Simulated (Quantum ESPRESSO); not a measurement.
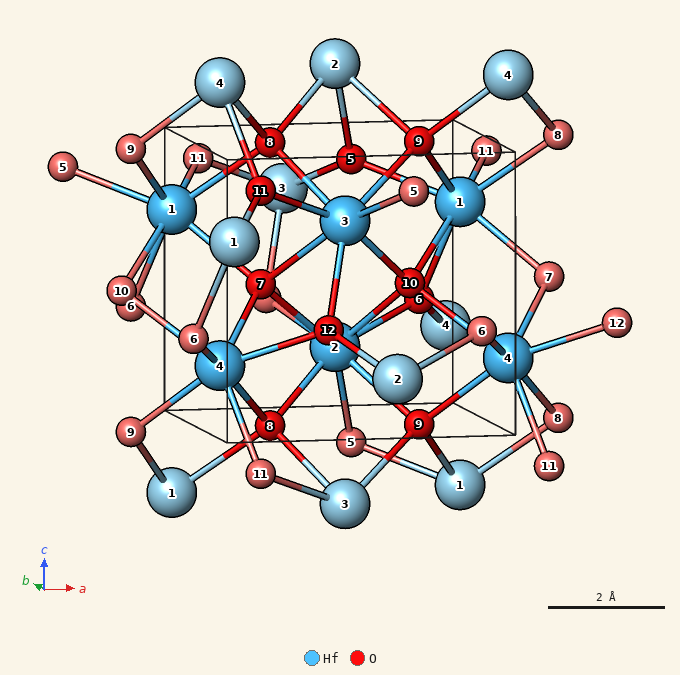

The input geometry (ball-and-stick view of the cell of the calculation, seen slightly off an axis; neighbours outside the cell are drawn fainter; atoms are numbered from 1 in the order of the input). Near neighbours in the crystal (not all of them lie inside the picture): Hf has 7 O at 1.98 to 2.18 Å; O has 3 Hf at 1.98 to 2.09 Å; O has 4 Hf at 2.06 to 2.18 Å.

# HfO$_{2}$: single-point calculation (part 1 of 2)

The run: single-point calculation of HfO$_{2}$ (12 atoms in the cell). Method and program: Kohn-Sham DFT of a periodic cell, PBEsol, GBRV 1.5 PBEsol, no spin polarisation (Quantum ESPRESSO 7.5).

The structure derives from a Materials Project entry. The volume is scaled by 0.94.

The program's output
```
This program is part of the open-source Quantum ESPRESSO suite
     for quantum simulation of materials; please cite
         "P. Giannozzi et al., J. Phys.:Condens. Matter 21 395502 (2009);
         "P. Giannozzi et al., J. Phys.:Condens. Matter 29 465901 (2017);
         "P. Giannozzi et al., J. Chem. Phys. 152 154105 (2020);
          URL
     in publications or presentations arising from this work. More details at

     Message from routine setup:
     using ibrav=0 with symmetry is DISCOURAGED, use correct ibrav instead

     K-points division:     npool     =       2
     Subspace diagonalization in iterative solution of the eigenvalue problem:
     a serial algorithm will be used

     G-vector sticks info
     --------------------
     sticks:   dense  smooth     PW     G-vecs:    dense   smooth      PW
     Sum        2561    1279    375                96193    33993    5375

     Using Slab Decomposition

     bravais-lattice index     =            0
     lattice parameter (alat)  =       9.6620  a.u.
     unit-cell volume          =     833.9378 (a.u.)^3
     number of atoms/cell      =           12
     number of atomic types    =            2
     number of electrons       =        96.00
     number of Kohn-Sham states=           62
     kinetic-energy cutoff     =      45.0000  Ry
     charge density cutoff     =     360.0000  Ry
     scf convergence threshold =      2.4E-09
     mixing beta               =       0.5000
     number of iterations used =            8  plain     mixing
     Exchange-correlation= SLA  PW   PSX  PSC
                           (   1   4  10   8   0   0   0)

     celldm(1)=   9.662007  celldm(2)=   0.000000  celldm(3)=   0.000000
     celldm(4)=   0.000000  celldm(5)=   0.000000  celldm(6)=   0.000000

     crystal axes: (cart. coord. in units of alat)
               a(1) = (   1.000000   0.000000   0.000000 )
               a(2) = (   0.000000   0.958866   0.000000 )
               a(3) = (   0.000000   0.000000   0.964215 )

     reciprocal axes: (cart. coord. in units 2 pi/alat)
               b(1) = (  1.000000  0.000000  0.000000 )
               b(2) = (  0.000000  1.042899  0.000000 )
               b(3) = (  0.000000  0.000000  1.037113 )

     PseudoPot. # 1 for Hf read from file:
     hf_pbesol_v1.uspp.F.UPF
     Pseudo is Ultrasoft + core correction, Zval = 12.0
     Generated by new atomic code, or converted to UPF format
     Using radial grid of  921 points,  8 beta functions with:
                l(1) =   0
                l(2) =   0
                l(3) =   0
                l(4) =   1
                l(5) =   1
                l(6) =   2
                l(7) =   2
                l(8) =   3
     Q(r) pseudized with  6 coefficients,  rinner =    1.200   1.200   1.200
                                                       1.200   1.200   1.200
                                                       1.200

     PseudoPot. # 2 for O  read from file:
     o_pbesol_v1.2.uspp.F.UPF
     Pseudo is Ultrasoft + core correction, Zval =  6.0
     Generated by new atomic code, or converted to UPF format
     Using radial grid of  737 points,  5 beta functions with:
                l(1) =   0
                l(2) =   0
                l(3) =   1
                l(4) =   1
                l(5) =   2
     Q(r) pseudized with  8 coefficients,  rinner =    0.900   0.900   0.900
                                                       0.900   0.900

     atomic species   valence    mass     pseudopotential
     Hf               12.00   178.49000     Hf( 1.00)
     O                 6.00    15.99900     O ( 1.00)

      4 Sym. Ops. (no inversion) found ( 3 have fractional translation)

   Cartesian axes

     site n.     atom                  positions (alat units)
         1        Hf     tau(   1) = (   0.9669940   0.7023890   0.7149079  )
         2        Hf     tau(   2) = (   0.5330060   0.7023890   0.2328004  )
         3        Hf     tau(   3) = (   0.4669940   0.2564766   0.7149079  )
         4        Hf     tau(   4) = (   0.0330060   0.2564766   0.2328004  )
         5        O      tau(   5) = (   0.6321275   0.8904461   0.8478027  )
         6        O      tau(   6) = (   0.8678725   0.8904461   0.3656952  )
         7        O      tau(   7) = (   0.2339485   0.5176753   0.4746757  )
         8        O      tau(   8) = (   0.2660515   0.5176753   0.9567832  )
         9        O      tau(   9) = (   0.7660515   0.4411903   0.9567832  )
        10        O      tau(  10) = (   0.7339485   0.4411903   0.4746757  )
        11        O      tau(  11) = (   0.1321275   0.0684195   0.8478027  )
        12        O      tau(  12) = (   0.3678726   0.0684195   0.3656952  )

     number of k points=    27  Fermi-Dirac smearing, width (Ry)=  0.0037
                       cart. coord. in units 2pi/alat
        k(    1) = (   0.0000000   0.0000000   0.0000000), wk =   0.0250000
        k(    2) = (   0.0000000   0.0000000   0.2592783), wk =   0.0500000
        k(    3) = (   0.0000000   0.0000000  -0.5185565), wk =   0.0250000
        k(    4) = (   0.0000000   0.2085798   0.0000000), wk =   0.0500000
        k(    5) = (   0.0000000   0.2085798   0.2592783), wk =   0.1000000
        k(    6) = (   0.0000000   0.2085798  -0.5185565), wk =   0.0500000
        k(    7) = (   0.0000000   0.4171596   0.0000000), wk =   0.0500000
        k(    8) = (   0.0000000   0.4171596   0.2592783), wk =   0.1000000
        k(    9) = (   0.0000000   0.4171596  -0.5185565), wk =   0.0500000
        k(   10) = (   0.2500000   0.0000000   0.0000000), wk =   0.0500000
        k(   11) = (   0.2500000   0.0000000   0.2592783), wk =   0.1000000
        k(   12) = (   0.2500000   0.0000000  -0.5185565), wk =   0.0500000
        k(   13) = (   0.2500000   0.2085798   0.0000000), wk =   0.1000000
        k(   14) = (   0.2500000   0.2085798   0.2592783), wk =   0.2000000
        k(   15) = (   0.2500000   0.2085798  -0.5185565), wk =   0.1000000
        k(   16) = (   0.2500000   0.4171596   0.0000000), wk =   0.1000000
        k(   17) = (   0.2500000   0.4171596   0.2592783), wk =   0.2000000
        k(   18) = (   0.2500000   0.4171596  -0.5185565), wk =   0.1000000
        k(   19) = (  -0.5000000   0.0000000   0.0000000), wk =   0.0250000
        k(   20) = (  -0.5000000   0.0000000   0.2592783), wk =   0.0500000
        k(   21) = (  -0.5000000   0.0000000  -0.5185565), wk =   0.0250000
        k(   22) = (  -0.5000000   0.2085798   0.0000000), wk =   0.0500000
        k(   23) = (  -0.5000000   0.2085798   0.2592783), wk =   0.1000000
        k(   24) = (  -0.5000000   0.2085798  -0.5185565), wk =   0.0500000
        k(   25) = (  -0.5000000   0.4171596   0.0000000), wk =   0.0500000
        k(   26) = (  -0.5000000   0.4171596   0.2592783), wk =   0.1000000
        k(   27) = (  -0.5000000   0.4171596  -0.5185565), wk =   0.0500000

     Dense  grid:    96193 G-vectors     FFT dimensions: (  60,  60,  60)

     Smooth grid:    33993 G-vectors     FFT dimensions: (  48,  40,  40)

     Check: negative core charge=   -0.000002

     Initial potential from superposition of free atoms

     starting charge      88.0000, renormalised to      96.0000

     negative rho (up, down):  4.693E-01 0.000E+00
     Starting wfcs are   84 randomized atomic wfcs

     Self-consistent Calculation

     iteration #  1     ecut=    45.00 Ry     beta= 0.50
     Davidson diagonalization with overlap
     ethr =  1.00E-02,  avg # of iterations =  2.0

     negative rho (up, down):  4.499E-01 0.000E+00

     total energy              =    -893.29360890 Ry
     estimated scf accuracy    <       3.93066419 Ry

     iteration #  2     ecut=    45.00 Ry     beta= 0.50
     Davidson diagonalization with overlap
     ethr =  4.09E-03,  avg # of iterations =  2.0

     negative rho (up, down):  4.523E-01 0.000E+00

     total energy              =    -893.85206630 Ry
     estimated scf accuracy    <       0.60636642 Ry

     iteration #  3     ecut=    45.00 Ry     beta= 0.50
     Davidson diagonalization with overlap
     ethr =  6.32E-04,  avg # of iterations =  2.3

     negative rho (up, down):  4.571E-01 0.000E+00

     total energy              =    -893.92666260 Ry
     estimated scf accuracy    <       0.04408896 Ry

     iteration #  4     ecut=    45.00 Ry     beta= 0.50
     Davidson diagonalization with overlap
     c_bands:  1 eigenvalues not converged
     ethr =  4.59E-05,  avg # of iterations =  8.3

     negative rho (up, down):  4.611E-01 0.000E+00

     total energy              =    -893.93486272 Ry
     estimated scf accuracy    <       0.00200670 Ry

     iteration #  5     ecut=    45.00 Ry     beta= 0.50
     Davidson diagonalization with overlap
     ethr =  2.09E-06,  avg # of iterations =  8.3

     negative rho (up, down):  4.614E-01 0.000E+00

     total energy              =    -893.93510229 Ry
     estimated scf accuracy    <       0.00015183 Ry

     iteration #  6     ecut=    45.00 Ry     beta= 0.50
     Davidson diagonalization with overlap
     ethr =  1.58E-07,  avg # of iterations =  2.0

     negative rho (up, down):  4.614E-01 0.000E+00

     total energy              =    -893.93512335 Ry
     estimated scf accuracy    <       0.00001866 Ry

     iteration #  7     ecut=    45.00 Ry     beta= 0.50
     Davidson diagonalization with overlap
     ethr =  1.94E-08,  avg # of iterations =  2.0

     negative rho (up, down):  4.613E-01 0.000E+00

     total energy              =    -893.93512615 Ry
     estimated scf accuracy    <       0.00000162 Ry

     iteration #  8     ecut=    45.00 Ry     beta= 0.50
     Davidson diagonalization with overlap
     ethr =  1.68E-09,  avg # of iterations =  2.0

     negative rho (up, down):  4.613E-01 0.000E+00

     total energy              =    -893.93512631 Ry
     estimated scf accuracy    <       0.00000037 Ry

     iteration #  9     ecut=    45.00 Ry     beta= 0.50
     Davidson diagonalization with overlap
     ethr =  3.84E-10,  avg # of iterations =  2.0

     negative rho (up, down):  4.613E-01 0.000E+00

     total energy              =    -893.93512641 Ry
     estimated scf accuracy    <       0.00000001 Ry

     iteration # 10     ecut=    45.00 Ry     beta= 0.50
     Davidson diagonalization with overlap
     ethr =  1.43E-11,  avg # of iterations =  2.0

     negative rho (up, down):  4.613E-01 0.000E+00

     End of self-consistent calculation

          k = 0.0000 0.0000 0.0000 (  4253 PWs)   bands (ev):

   -47.3566 -47.3262 -47.3259 -47.3232 -16.6789 -16.6624 -16.6508 -16.2757
   -16.2130 -16.2061 -16.1841 -16.1639 -16.1489 -16.0162 -15.9914 -15.9820
    -5.9240  -4.3180  -4.0857  -4.0807  -3.3693  -3.2592  -3.2467  -3.0563
     6.5062   6.6546   6.8101   7.5075   7.6983   7.7370   9.2634   9.3083
     9.3337   9.3636   9.8420  10.1062  10.3693  10.4258  10.5604  10.8252
    11.0000  11.2204  11.3946  11.5823  11.8511  12.3851  12.5144  12.5589
    17.7292  18.0216  18.1437  18.6388  18.7520  18.9047  18.9283  19.0983
    19.3651  19.9008  20.4943  20.5157  20.7558  20.8522

          k = 0.0000 0.0000 0.2593 (  4260 PWs)   bands (ev):

   -47.3518 -47.3281 -47.3262 -47.3259 -16.6101 -16.6011 -16.6011 -16.3563
   -16.2475 -16.2057 -16.1993 -16.1723 -16.1094 -16.0582 -16.0383 -16.0142
    -5.6010  -4.2655  -4.1442  -4.0986  -3.5601  -3.2609  -3.2480  -3.1710
     6.6960   6.8426   7.2096   7.5976   7.8764   8.3140   8.6818   8.8318
     9.1030   9.4658   9.4922  10.1641  10.2078  10.2637  10.4886  10.8667
    11.0387  11.1585  11.4525  11.5363  11.7478  12.3099  12.4000  12.4107
    17.5283  17.9530  18.0208  18.4917  18.8271  18.9720  19.0308  19.1494
    20.0119  20.2739  20.5763  20.6864  20.7059  21.0070

          k = 0.0000 0.0000-0.5186 (  4260 PWs)   bands (ev):

   -47.3399 -47.3399 -47.3260 -47.3260 -16.4997 -16.4997 -16.4814 -16.4814
   -16.3199 -16.3199 -16.1830 -16.1830 -16.0812 -16.0812 -16.0615 -16.0615
    -4.8182  -4.8182  -4.1638  -4.1638  -3.4393  -3.4393  -3.2572  -3.2572
     7.0358   7.0358   7.9157   7.9157   8.1747   8.1747   8.6057   8.6057
     8.7686   8.7686   9.8779   9.8779   9.9154   9.9154  10.5426  10.5426
    10.8347  10.8347  11.6329  11.6329  12.2258  12.2258  12.2864  12.2864
    17.4156  17.4156  18.1525  18.1525  19.0772  19.0772  19.1901  19.1901
    20.5957  20.5957  20.6547  20.6547  21.1501  21.1501

          k = 0.0000 0.2086 0.0000 (  4252 PWs)   bands (ev):

   -47.3543 -47.3285 -47.3257 -47.3234 -16.6444 -16.6163 -16.6093 -16.2838
   -16.2348 -16.2233 -16.1759 -16.1738 -16.1501 -16.0843 -16.0076 -16.0014
    -5.7166  -4.2507  -4.0399  -4.0269  -3.4494  -3.4018  -3.2762  -3.1891
     6.6993   6.7835   6.8742   7.5069   7.6058   8.3211   8.8468   9.0246
     9.1028   9.3278   9.7002   9.9425  10.1979  10.6220  10.6888  10.9500
    11.0688  11.3220  11.5476  11.7963  11.8056  11.9870  12.3804  12.5097
    17.7103  17.8766  18.2009  18.2489  18.6868  18.8730  19.1871  19.5305
    19.6420  19.6864  20.5058  20.6921  20.7250  21.0186

          k = 0.0000 0.2086 0.2593 (  4244 PWs)   bands (ev):

   -47.3498 -47.3281 -47.3279 -47.3261 -16.5928 -16.5912 -16.5557 -16.3742
   -16.2576 -16.2367 -16.1838 -16.1769 -16.1216 -16.1028 -16.0348 -16.0039
    -5.4318  -4.2068  -4.1532  -4.0263  -3.5843  -3.4681  -3.2648  -3.2325
     6.7069   7.1630   7.3145   7.6480   7.7651   8.4982   8.5288   8.8697
     8.9378   9.3608   9.5820  10.0094  10.0592  10.3031  10.7082  10.7689
    11.0862  11.3649  11.4086  11.4935  11.8142  11.9178  12.3355  12.3891
    17.4706  17.8072  18.0400  18.2450  18.6942  18.8885  19.1346  19.4656
    19.8639  20.2877  20.4247  20.8063  20.8879  21.1634

          k = 0.0000 0.2086-0.5186 (  4268 PWs)   bands (ev):

   -47.3389 -47.3389 -47.3271 -47.3271 -16.5352 -16.5352 -16.4326 -16.4326
   -16.3685 -16.3685 -16.1518 -16.1518 -16.0889 -16.0889 -16.0528 -16.0528
    -4.7404  -4.7404  -4.1183  -4.1183  -3.5626  -3.5626  -3.2706  -3.2706
     7.1355   7.1355   7.9020   7.9020   8.1912   8.1912   8.4877   8.4877
     9.1348   9.1348   9.7191   9.7191   9.9399   9.9399  10.4094  10.4094
    11.1304  11.1304  11.4605  11.4605  11.9807  11.9807  12.2907  12.2907
    17.3312  17.3312  18.0527  18.0527  19.0416  19.0416  19.2439  19.2439
    20.0439  20.0439  20.8461  20.8461  21.2655  21.2655

          k = 0.0000 0.4172 0.0000 (  4260 PWs)   bands (ev):

   -47.3492 -47.3337 -47.3253 -47.3238 -16.5646 -16.5332 -16.4736 -16.3559
   -16.3040 -16.2526 -16.2349 -16.1852 -16.1356 -16.1243 -16.0471 -16.0449
    -5.2341  -4.1261  -3.9783  -3.9608  -3.9151  -3.4767  -3.3403  -3.3319
     6.8276   6.9229   7.6375   7.6561   7.9076   7.9213   8.3542   8.5407
     9.1567   9.4106   9.6982   9.7212  10.2752  10.3361  10.7686  10.8096
    11.0473  11.5000  11.5087  11.7017  11.7066  12.1646  12.3771  12.4232
    17.3201  17.7502  17.8421  18.3592  18.6326  19.0272  19.5162  19.5767
    19.9621  20.3079  20.4674  20.5704  20.8913  21.4648

          k = 0.0000 0.4172 0.2593 (  4267 PWs)   bands (ev):

   -47.3455 -47.3324 -47.3275 -47.3265 -16.5711 -16.5153 -16.4721 -16.4281
   -16.3475 -16.2724 -16.2109 -16.1633 -16.0967 -16.0848 -16.0776 -16.0229
    -5.0430  -4.1155  -4.1006  -3.9713  -3.9187  -3.5937  -3.3396  -3.3125
     6.9232   7.3002   7.6802   7.7962   7.9591   8.0873   8.3057   8.7280
     9.1194   9.2900   9.7385   9.7986  10.1950  10.3765  10.6148  10.7596
    11.0246  11.2082  11.3452  11.4378  11.7598  11.7921  12.2757  12.3508
    17.3833  17.6069  17.7672  18.1120  18.3508  19.2197  19.4174  19.6340
    19.6494  20.1669  20.4843  20.6686  21.2267  21.6675

          k = 0.0000 0.4172-0.5186 (  4254 PWs)   bands (ev):

   -47.3365 -47.3365 -47.3295 -47.3295 -16.5500 -16.5500 -16.4635 -16.4635
   -16.3297 -16.3297 -16.1906 -16.1906 -16.0673 -16.0673 -16.0335 -16.0335
    -4.5768  -4.5768  -4.0400  -4.0400  -3.7709  -3.7709  -3.3254  -3.3254
     7.3301   7.3301   7.8426   7.8426   8.2912   8.2912   8.4772   8.4772
     9.1599   9.1599   9.6415   9.6415  10.2415  10.2415  10.6941  10.6941
    10.9868  10.9868  11.2727  11.2727  11.5794  11.5794  12.1904  12.1904
    17.2777  17.2777  17.7915  17.7915  18.9894  18.9894  19.3805  19.3805
    19.7730  19.7730  20.5683  20.5683  21.5224  21.5224

          k = 0.2500 0.0000 0.0000 (  4237 PWs)   bands (ev):
```
